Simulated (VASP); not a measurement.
**Single-point calculation of C**

- system: C (2 atoms in the cell)
- method: Kohn-Sham DFT of a periodic cell, PBE, VASP PAW PBE potentials, recommended, no spin polarisation (VASP 6.6.1)

The structure derives from an entry of the Crystallography Open Database.

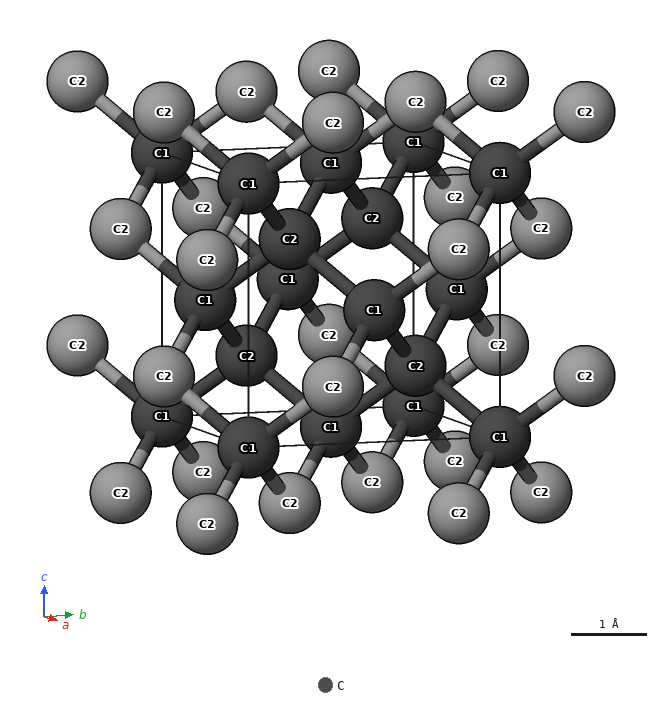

The structure (ball-and-stick view of the cell 4 times as large as that of the calculation, set on its symmetry axes, seen slightly off an axis; neighbours outside the cell are drawn fainter; atoms are numbered from 1 in the order of the input). An atom can appear more than once, as a periodic image.

## INCAR
```
SYSTEM = C
  ALGO = Normal
  EDIFF = 1E-7
  ENCUT = 450
  GGA = PE
  ISIF = 2
  ISMEAR = 0
  LASPH = .True.
  LCHARG = .False.
  LREAL = .False.
  LWAVE = .False.
  NELM = 100
  PREC = Accurate
  SIGMA = 0.02
```

## KPOINTS
```
k-points
0
Gamma
  10 10 10
  0 0 0
```

## POSCAR
```
C
1.0
    0.0000000000      1.7833700000      1.7833700000
    1.7833700000      0.0000000000      1.7833700000
    1.7833700000      1.7833700000      0.0000000000
C
2
Direct
    0.0000000000      0.0000000000      0.0000000000
    0.2500000000      0.2500000000      0.2500000000
```

Run on 1 thread of Intel Xeon @ 2.50GHz (Skylake/Cascade Lake), 128 GiB of memory available, shared host.

Launched with:
```bash
cat potpaw_PBE.64/C/POTCAR > POTCAR
mpirun -np 1 vasp_std > vasp.out
```

## OSZICAR
```
N       E                     dE             d eps       ncg     rms          rms(c)
DAV:   1    -0.388588529317E+01   -0.38859E+01   -0.45813E+03   840   0.876E+02
DAV:   2    -0.187445600599E+02   -0.14859E+02   -0.14671E+02  1208   0.952E+01
DAV:   3    -0.188256108958E+02   -0.81051E-01   -0.81051E-01   792   0.911E+00
DAV:   4    -0.188257192604E+02   -0.10836E-03   -0.10836E-03  1104   0.345E-01
DAV:   5    -0.188257192877E+02   -0.27302E-07   -0.27302E-07   792   0.332E-03    0.559E+00
DAV:   6    -0.183484344857E+02    0.47728E+00   -0.36360E-01   784   0.481E+00    0.337E+00
DAV:   7    -0.181873800122E+02    0.16105E+00   -0.40348E-01   888   0.517E+00    0.774E-01
DAV:   8    -0.181886727302E+02   -0.12927E-02   -0.17780E-03   784   0.479E-01    0.471E-02
DAV:   9    -0.181886902589E+02   -0.17529E-04   -0.13258E-04  1072   0.101E-01    0.280E-02
DAV:  10    -0.181887029461E+02   -0.12687E-04   -0.13574E-05   768   0.429E-02    0.649E-03
DAV:  11    -0.181887027843E+02    0.16178E-06   -0.37301E-08  1040   0.211E-03    0.139E-03
DAV:  12    -0.181887027758E+02    0.85280E-08   -0.10804E-08   384   0.132E-03
   1 F= -.18188703E+02 E0= -.18188703E+02  d E =-.124870E-49
```

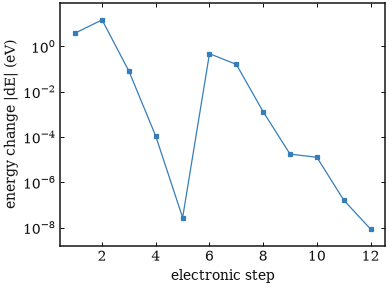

Convergence of the self-consistent field: energy change |dE| against the electronic step. It takes 12 electronic steps. The density is held fixed in the first few steps, and dE rises again when its update begins.

## Parts of OUTCAR
```
SYSTEM = C
   EDIFF = 1E-7
   ENCUT = 450
   GGA = PE
   ISIF = 2
   ISMEAR = 0
   LASPH = .True.
   LREAL = .False.
   NELM = 100
   PREC = Accurate

 ion  position               nearest neighbor table
   1  0.000  0.000  0.000-   2 1.54   2 1.54   2 1.54   2 1.54
   2  0.250  0.250  0.250-   1 1.54   1 1.54   1 1.54   1 1.54

  LATTYP: Found a face centered cubic cell.
 ALAT       =     3.5667400000

  Lattice vectors:

 A1 = (   0.0000000000,   1.7833700000,   1.7833700000)
 A2 = (   1.7833700000,   0.0000000000,   1.7833700000)
 A3 = (   1.7833700000,   1.7833700000,   0.0000000000)

Analysis of symmetry for initial positions (statically):
=====================================================================
 Subroutine PRICEL returns:
 Original cell was already a primitive cell.

 Routine SETGRP: Setting up the symmetry group for a
 face centered cubic supercell.

 Subroutine GETGRP returns: Found 48 space group operations
 (whereof 24 operations were pure point group operations)
 out of a pool of 48 trial point group operations.

The static configuration has the point symmetry T_d .
 The point group associated with its full space group is O_h .

Analysis of symmetry for dynamics (positions and initial velocities):
=====================================================================
 Subroutine PRICEL returns:
 Original cell was already a primitive cell.

 Routine SETGRP: Setting up the symmetry group for a
 face centered cubic supercell.

 Subroutine GETGRP returns: Found 48 space group operations
 (whereof 24 operations were pure point group operations)
 out of a pool of 48 trial point group operations.

The dynamic configuration has the point symmetry T_d .
 The point group associated with its full space group is O_h .

 Subroutine INISYM returns: Found 48 space group operations
 (whereof 24 operations are pure point group operations),
 and found     1 'primitive' translations

----------------------------------------------------------------------------------------

                                     Primitive cell

  volume of cell :      11.3437

  direct lattice vectors                    reciprocal lattice vectors
     0.000000000  1.783370000  1.783370000    -0.280368067  0.280368067  0.280368067
     1.783370000  0.000000000  1.783370000     0.280368067 -0.280368067  0.280368067
     1.783370000  1.783370000  0.000000000     0.280368067  0.280368067 -0.280368067

  length of vectors
     2.522066041  2.522066041  2.522066041     0.485611737  0.485611737  0.485611737

  position of ions in fractional coordinates (direct lattice)
     0.000000000  0.000000000  0.000000000
     0.250000000  0.250000000  0.250000000

  ion indices of the primitive-cell ions
   primitive index   ion index
                 1           1
                 2           2

----------------------------------------------------------------------------------------

 KPOINTS: k-points

Automatic generation of k-mesh.
 Grid dimensions read from file:
 generate k-points for:   10   10   10

 Generating k-lattice:

  Cartesian coordinates                     Fractional coordinates (reciprocal lattice)
    -0.028036807  0.028036807  0.028036807     0.100000000  0.000000000  0.000000000
     0.028036807 -0.028036807  0.028036807     0.000000000  0.100000000  0.000000000
     0.028036807  0.028036807 -0.028036807     0.000000000  0.000000000  0.100000000

  Length of vectors
     0.048561174  0.048561174  0.048561174

  Shift w.r.t. Gamma in fractional coordinates (k-lattice)
     0.000000000  0.000000000  0.000000000

 Subroutine IBZKPT returns following result:
 ===========================================

 Found     47 irreducible k-points:

 Following reciprocal coordinates:
            Coordinates               Weight
  0.000000  0.000000  0.000000      1.000000
  0.100000  0.000000  0.000000      8.000000
  0.200000  0.000000  0.000000      8.000000
  0.300000  0.000000  0.000000      8.000000
  0.400000  0.000000  0.000000      8.000000
  0.500000  0.000000  0.000000      4.000000
  0.100000  0.100000  0.000000      6.000000
  0.200000  0.100000  0.000000     24.000000
  0.300000  0.100000  0.000000     24.000000
  0.400000  0.100000  0.000000     24.000000
  0.500000  0.100000  0.000000     24.000000
 -0.400000  0.100000  0.000000     24.000000
 -0.300000  0.100000  0.000000     24.000000
 -0.200000  0.100000  0.000000     24.000000
 -0.100000  0.100000  0.000000     12.000000
  0.200000  0.200000  0.000000      6.000000
  0.300000  0.200000  0.000000     24.000000
  0.400000  0.200000  0.000000     24.000000
  0.500000  0.200000  0.000000     24.000000
 -0.400000  0.200000  0.000000     24.000000
 -0.300000  0.200000  0.000000     24.000000
 -0.200000  0.200000  0.000000     12.000000
  0.300000  0.300000  0.000000      6.000000
  0.400000  0.300000  0.000000     24.000000
 [... further k-points ...]
   k-points           NKPTS =     47   k-points in BZ     NKDIM =     47   number of bands    NBANDS=      8
   number of dos      NEDOS =    301   number of ions     NIONS =      2
   total plane-waves  NPLWV =   5832
   dimension x,y,z NGX =    18 NGY =   18 NGZ =   18
   dimension x,y,z NGXF=    36 NGYF=   36 NGZF=   36
   ions per type =               2
   NGX,Y,Z   is equivalent  to a cutoff of  11.86, 11.86, 11.86 a.u.
   NGXF,Y,Z  is equivalent  to a cutoff of  23.73, 23.73, 23.73 a.u.
 SYSTEM =  C
   PREC   = accura    normal or accurate (medium, high low for compatibility)
   ISTART =      0    job   : 0-new  1-cont  2-samecut
   ICHARG =      2    charge: 1-file 2-atom 10-const
   ISPIN  =      1    spin polarized calculation?
   LNONCOLLINEAR =      F non collinear calculations
   LSORBIT =      F    spin-orbit coupling
   LASPH  =      T    aspherical Exc in radial PAW
   ENCUT  =  450.0 eV  33.07 Ry    5.75 a.u.   4.36  4.36  4.36*2*pi/ulx,y,z
   NELM   =    100;   NELMIN=  2; NELMDL= -5     # of ELM steps
   EDIFF  = 0.1E-06   stopping-criterion for ELM
   LREAL  =      F    real-space projection
   EDIFFG = 0.1E-05   stopping-criterion for IOM
   NSW    =      0    number of steps for IOM
   IBRION =     -1    ionic relax: 0-MD 1-quasi-New 2-CG
   NFREE  =      0    steps in history (QN), initial steepest desc. (CG)
   ISIF   =      2    stress and relaxation
   ISYM   =      2    0-nonsym 1-usesym 2-fastsym
   POTIM  = 0.5000    time-step for ionic-motion
   TEBEG  =    0.0;   TEEND  =   0.0 temperature during run
   PSTRESS=    0.0 pullay stress
   NELECT =       8.0000    total number of electrons
   NUPDOWN=      -1.0000    fix difference up-down
   EMIN   =  10.00;   EMAX   =-10.00  energy-range for DOS
   EFERMI =   0.00;   METHOD = LEGACY
   ISMEAR =     0;   SIGMA  =   0.02  broadening in eV -4-tet -1-fermi 0-gaus
   EFERMI_NEDOS =   21; number of points for ismear=-14 and -15
   IALGO  =     38    algorithm
   IMIX   =      4    mixing-type and parameters
     AMIX     =   0.40;   BMIX     =  1.00
     AMIX_MAG =   1.60;   BMIX_MAG =  1.00
  volume/ion in A,a.u.               =       5.67        38.28
  Fermi-wavevector in a.u.,A,eV,Ry     =   1.457203  2.753714 28.891161  2.123440
  Thomas-Fermi vector in A             =   2.574032
   LORBIT       =      0    0 simple, 1 ext, 2 COOP (PROOUT), +10 PAW based schemes
   GGA     = PE    functional components
   LHFCALC =     F    Hartree Fock is set to
   AEXX    =    0.0000 exact exchange contribution
   IVDW    =     0    specifies the selected vdW correction
   LEPSILON=     F    determine dielectric tensor
   LRPA    =     F    only Hartree local field effects (RPA)
 non-spin polarized calculation
 Gauss-broadening in eV      SIGMA  =   0.02
  energy-cutoff  :      450.00
  volume of cell :       11.34
 maximum number of plane-waves:       262
 NGX is ok and might be reduce to    18
   NGX =  9   NGY =  9   NGZ =  9

 number of electron       8.0000003 magnetization

 Free energy of the ion-electron system (eV)
  ---------------------------------------------------
  ext. energy  EPLUGINS =         0.00000000
  ---------------------------------------------------
  free energy    TOTEN  =       -18.18870278 eV

  energy without entropy =      -18.18870278  energy(sigma->0) =      -18.18870278

 E-fermi :   9.9334     XC(G=0): -13.2507     alpha+bet :-17.6703

 val. band max:        9.7288028483   @ k =   0.0000   0.0000   0.0000
 cond. band min:      13.9004661628   @ k =   0.4000   0.4000   0.0000
 fundamental gap:      4.1716633145
 Fermi energy:         9.9333638514

 k-point     1 :       0.0000    0.0000    0.0000
  band No.  band energies     occupation
      1     -11.7473      2.00000
      2       9.7288      2.00000
      3       9.7288      2.00000
      4       9.7288      2.00000
      5      15.3238      0.00000
      6      15.3238      0.00000
      7      15.3238      0.00000
      8      23.0601      0.00000

 k-point     2 :       0.1000    0.0000    0.0000
  band No.  band energies     occupation
      1     -11.4705      2.00000
      2       8.0541      2.00000
      3       9.2827      2.00000
      4       9.2827      2.00000
      5      15.9106      0.00000
      6      15.9106      0.00000
      7      16.2672      0.00000
      8      23.2977      0.00000

 k-point     3 :       0.2000    0.0000    0.0000
  band No.  band energies     occupation
      1     -10.6452      2.00000
      2       4.8499      2.00000
      3       8.4077      2.00000
      4       8.4077      2.00000
      5      17.0422      0.00000
      6      17.0422      0.00000
      7      17.4736      0.00000
      8      23.9639      0.00000

 k-point     4 :       0.3000    0.0000    0.0000
  band No.  band energies     occupation
      1      -9.2913      2.00000
      2       1.4504      2.00000
      3       7.6169      2.00000
      4       7.6169      2.00000
      5      17.8618      0.00000
      6      17.8618      0.00000
      7      18.1632      0.00000
      8      24.7759      0.00000

 k-point     5 :       0.4000    0.0000    0.0000
  band No.  band energies     occupation
      1      -7.4812      2.00000
      2      -1.6802      2.00000
      3       7.1058      2.00000
      4       7.1058      2.00000
      5      18.1536      0.00000
      6      18.1536      0.00000
      7      18.4834      0.00000
      8      25.2990      0.00000

 [... the levels of 18 k-points are left out ...]

 k-point    24 :       0.4000    0.3000    0.0000
  band No.  band energies     occupation
      1      -7.1569      2.00000
      2       1.6742      2.00000
      3       3.7476      2.00000
      4       4.3733      2.00000
      5      14.5233      0.00000
      6      17.7499      0.00000
      7      23.8266      0.00000
      8      23.8800      0.00000

 [... further k-points ...]

------------------------ aborting loop because EDIFF is reached ----------------------------------------

  FORCE on cell =-STRESS in cart. coord.  units (eV):
  Direction    XX          YY          ZZ          XY          YZ          ZX
  --------------------------------------------------------------------------------------
  -------------------------------------------------------------------------------------
  Total        0.1203684      0.1203684      0.1203684      0.0000000      0.0000000     -0.0000000
  in kB       17.0007677     17.0007677     17.0007677      0.0000000      0.0000000     -0.0000000
  external PRESSURE =      17.0007677 kB  Pullay stress =       0.0000000 kB

 VOLUME and BASIS-vectors are now :
 -----------------------------------------------------------------------------
  energy-cutoff  :      450.00
  volume of cell :       11.34
      direct lattice vectors                 reciprocal lattice vectors
     0.000000000  1.783370000  1.783370000    -0.280368067  0.280368067  0.280368067
     1.783370000  0.000000000  1.783370000     0.280368067 -0.280368067  0.280368067
     1.783370000  1.783370000  0.000000000     0.280368067  0.280368067 -0.280368067

 POSITION                                       TOTAL-FORCE (eV/Angst)
 -----------------------------------------------------------------------------------
      0.00000      0.00000      0.00000         0.000000      0.000000      0.000000
      0.89168      0.89168      0.89168        -0.000000     -0.000000     -0.000000
 -----------------------------------------------------------------------------------
    total drift:                               -0.000000     -0.000000     -0.000000

  FREE ENERGIE OF THE ION-ELECTRON SYSTEM (eV)
  ---------------------------------------------------
  free  energy   TOTEN  =       -18.1887027758 eV

  energy  without entropy=      -18.1887027758  energy(sigma->0) =      -18.18870278
```

## CONTCAR
```
C
   1.00000000000000
     0.0000000000000000    1.7833699999999999    1.7833699999999999
     1.7833699999999999    0.0000000000000000    1.7833699999999999
     1.7833699999999999    1.7833699999999999    0.0000000000000000
  C
     2
Direct
     0.0000000000000000    0.0000000000000000    0.0000000000000000
     0.2500000000000000    0.2500000000000000    0.2500000000000000

  0.00000000E+00  0.00000000E+00  0.00000000E+00
  0.00000000E+00  0.00000000E+00  0.00000000E+00
```

## Summary

| quantity | value |
| --- | --- |
| outcome | converged |
| space group (tolerance 0.01 Å) | Fd-3m (227) |
| electrons treated | 8 |
| free energy | −18.1887 eV |
| gap on the k-point mesh | 4.17 eV |
| pressure | 1.70 GPa |
| largest force (length of the vector) | under 0.001 eV/Å |
| wall time | 6 s |
| peak memory | 0.11 GiB |
